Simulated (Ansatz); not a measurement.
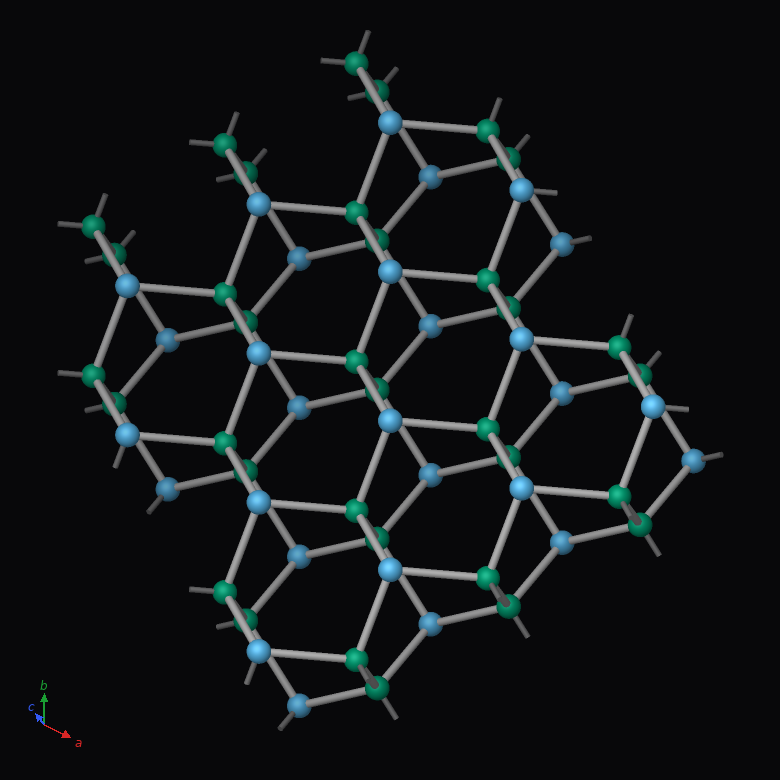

A cut-out of a periodic net derived from a crystal structure. Nodes are coloured by topological kind. One layer is drawn. Short stubs are edges that leave the cut-out.

### Describe the net.

A binodal (3,4)-connected, two-periodic (layers) net.

### Give point symbol and coordination sequence of each kind of node.

3-connected node: 6^3, sequence 3, 9, 16, 21, 27, 33; 4-connected node: 6^6, sequence 4, 9, 15, 21, 27, 33.

Origin of the net. The compound is InSe (space group P6_3/mmc, No. 194), taken as the geometry relaxed with DFT PBEsol, scalar-relativistic, plane waves, PAW in Ansatz. Bonds are taken as In–In below 3.1 Å and In–Se below 3 Å; no other contact counts. Atoms with one bond or none are removed and atoms with two bonds are replaced by edges, until no such atom is left. Se is a 3-connected node; In is a 4-connected node, in the ratio 1:1.
